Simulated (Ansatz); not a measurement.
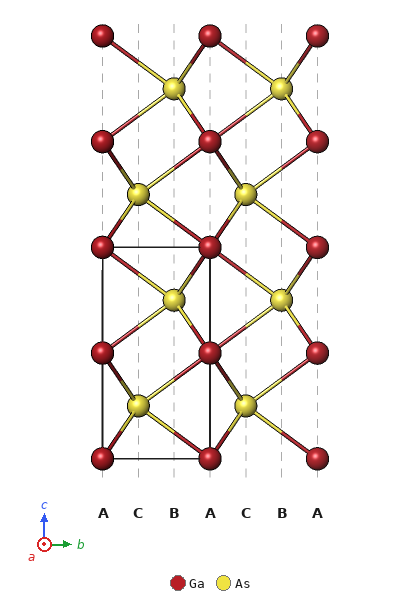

The picture looks along a close-packed row of the hexagonal mesh; c points upwards. The dashed lines mark the three columns A (0, 0), B (1/3, 2/3) and C (2/3, 1/3). The sequence starts with the first layer at or above the cell's origin.

System GaAs; source of the atomic positions: coordinates from a relaxation with Ansatz, DFT PBE, scalar-relativistic, plane waves, PAW; the starting structure was generated, so it need not be a known form of this composition.

Q: List the layers of one repeat.

A: Ga(A) – As(C) – Ga(A) – As(B) (four layers in 6.43 Å).

Q: How are the As layers alone stacked?

A: As layers alone: CB, the hexagonal close-packed type.

Q: Which positions between or in the As layers do the other atoms fill?

A: Ga: two octahedral sites in each hexagonal cell.
